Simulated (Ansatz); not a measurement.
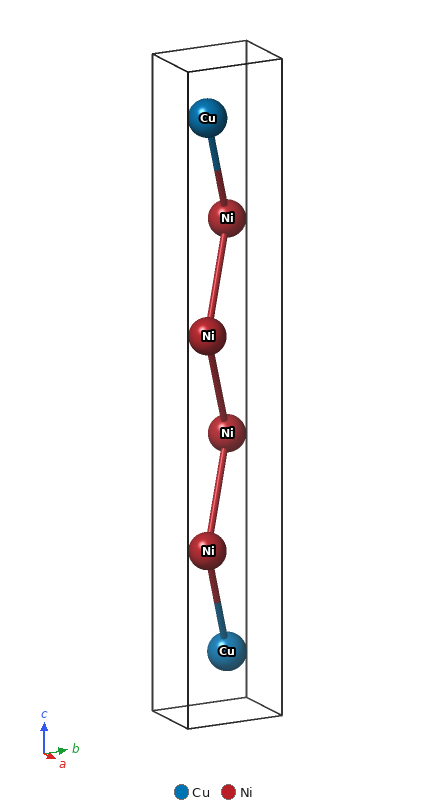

We look at a ball-and-stick model of the crystal slightly off an axis. The wireframe shows the conventional unit cell. Cell: a = 2.50 Å, b = 2.50 Å, c = 12.41 Å, α = 90.00°, β = 90.00°, γ = 120.00°.

The structure comes from a structure type filled with these elements by a generator (whether the compound takes this form wasn't checked). Earlier steps of the study, as a rule a relaxation of our own, may have changed the cell and positions, so they can lie some per cent off the listed ones. An electronic-structure calculation with Ansatz was run on it.

What can be read from this drawing?

Answer. The compound is CuNi$_{2}$. The structure has P-3m1 (No. 164) symmetry and a primitive hexagonal lattice. The cell comprises 2 formula units: 2 Cu, 4 Ni. About every Cu there are nine Cu and three Ni in an anticuboctahedral arrangement (about 2.5 to 2.6 Å to Cu, 2.5 Å to Ni). Ni takes two kinds of site: 2d with nine Ni and three Cu in an anticuboctahedral arrangement (about 2.5 Å to Ni, 2.5 Å to Cu); 2d with twelve Ni in an anticuboctahedral arrangement at about 2.5 Å. The bonds build a three-dimensional framework.

Method used: DFT PBE, scalar-relativistic, plane waves, PAW in Ansatz. It ran with plane waves to 420 eV, an 18×18×4 sampling of the Brillouin zone, Gaussian smearing of 0.1 eV, collinear spins.

Which atoms carry magnetic moments in this run, and how do they order?

Answer. The state reached is ferromagnetic. Sizes: Ni 0.5 to 0.7 μB; net moment 2.1 μB in the run's cell of 6 atoms.

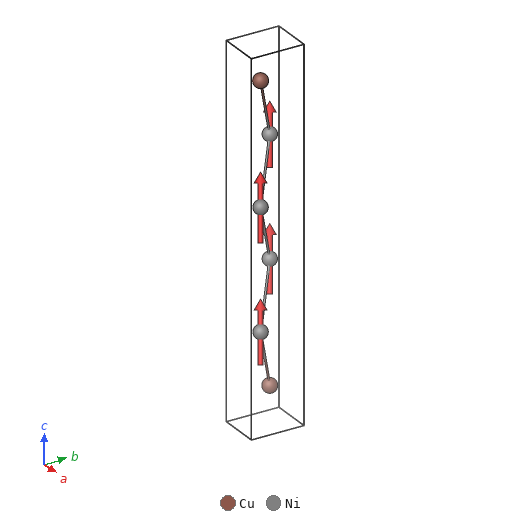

Site moments above 0.25 μB as arrows, small induced ones on non-metal atoms left out (red along the largest or up, blue against, purple across). The run's cell of 6 atoms is drawn.

Is it conducting or gapped at this level?

Answer. A metal: bands cross the Fermi level.

What net charge does each kind of atom have (Bader)?

Answer. Cu +0.02 e; Ni -0.02 to +0.01 e.

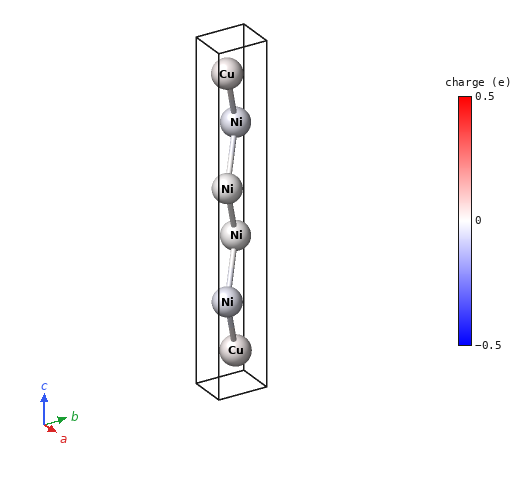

The atoms coloured by those charges. The run's cell of 6 atoms is drawn.

Does this geometry sit at a stationary point of the energy?

Answer. Yes. All forces vanish to within 0.01 eV/Å. The pressure is 0.0 GPa, close to zero.
